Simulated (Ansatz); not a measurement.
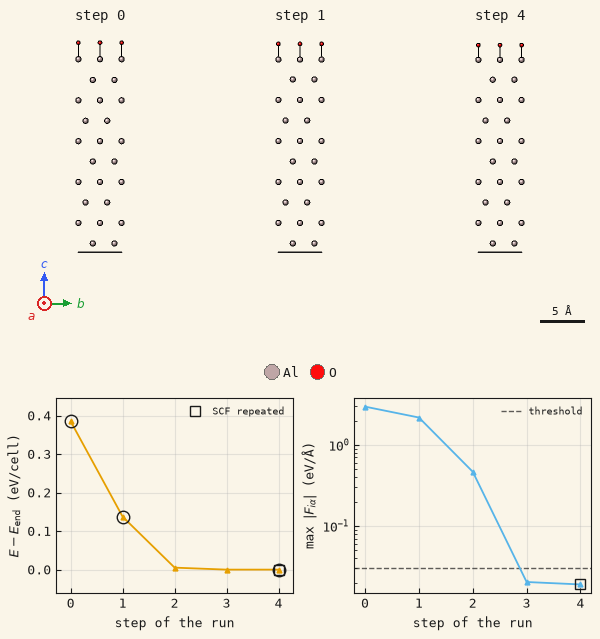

Frames of a constrained relaxation of a slab of composition Al10O (cut from the P6_3/mmc phase), marked on the history of the run. A ball-and-stick model of the 2 × 2 repeat of the cell, outlined in the plane, without the vacuum, seen along the a axis.

Case: O put at a top Al site. The slab is the (0 0 1) face of Al with O on it. 5 atoms are held fixed.

Level of theory: Ansatz, DFT PBEsol, scalar-relativistic, plane waves, PAW. (plane-wave cutoff 420 eV; k-point mesh 12 × 12 × 1; occupations gaussian; smearing width 0.1 eV; no spin polarisation; dipole correction; atoms relaxed in a fixed cell; force threshold 0.03 eV/Å; at most 70 steps)

Question: Describe the path.

Answer: Over 3 accepted moves (4 points after the start) the energy falls by 0.385 eV per cell of the calculation. Largest force component: 3 eV/Å at the start, 0.019 eV/Å at the end. 1 step only repeated the SCF at the same geometry. The atom that moves furthest is the O atom (0.27 Å along the normal (−c)). Largest moves by element: O 0.27 Å, Al 0.07 Å. The lattice vectors keep their values. Near-neighbour distances that change, for instance: Al–O 1.880 → 1.675 Å. Cost: 3.2 min on 1 thread of Arm Neoverse N1, on a shared host, peak memory 0.47 GiB. From step 0 to 1: the O atom moves most (0.13 Å), energy −0.248 eV per cell of the calculation. From step 1 to 4: the O atom moves most (0.14 Å), energy −0.137 eV per cell of the calculation.

| step | E − E(0), meV/atom | largest force component, eV/Å | note |
| --- | --- | --- | --- |
| 0 | 0.00 | 2.9656 |  |
| 1 | -22.51 | 2.1767 |  |
| 2 | -34.51 | 0.4666 |  |
| 3 | -34.98 | 0.0204 |  |
| 4 | -34.98 | 0.0191 | same geometry, SCF repeated |

Limits of the set-up: the periodic images lie only 2.8 Å apart, so the values are limited by the cell's size.
